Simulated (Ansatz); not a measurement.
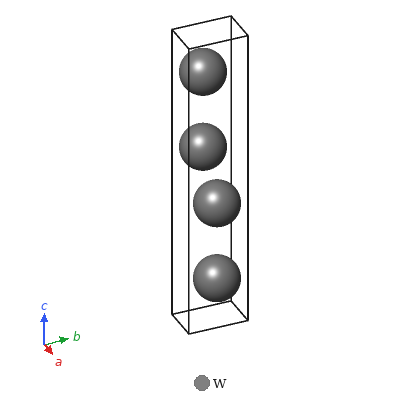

W, space group P6_3/mmc (No. 194), a = 2.772 Å, b = 2.772 Å, c = 10.233 Å, α = 90.00°, β = 90.00°, γ = 120.00°. Origin: the end point of a relaxation with DFT PBE, scalar-relativistic, plane waves, PAW in Ansatz; the starting structure was generated, so it need not be a known form of this composition. Forms under 0.4 % of the area are left out.

> What shape follows from the Bravais–Friedel–Donnay–Harker rule?

The forms computed, by share of the surface:

| form | faces | d (Å) | share of area (%) |
| --- | --- | --- | --- |
| {002} | 2 | 5.116 | 48.8 |
| {100} | 6 | 2.401 | 25.6 |
| {101} | 12 | 2.337 | 25.6 |

The crystal is plate-like. Widths along a, b and c stand as 1.00 : 1.00 : 0.41.

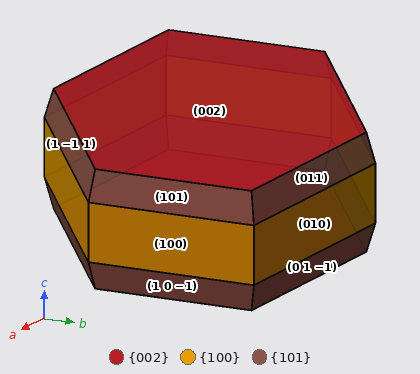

The computed shape, faces indexed. The rule is geometric and ignores bonding and growth conditions.
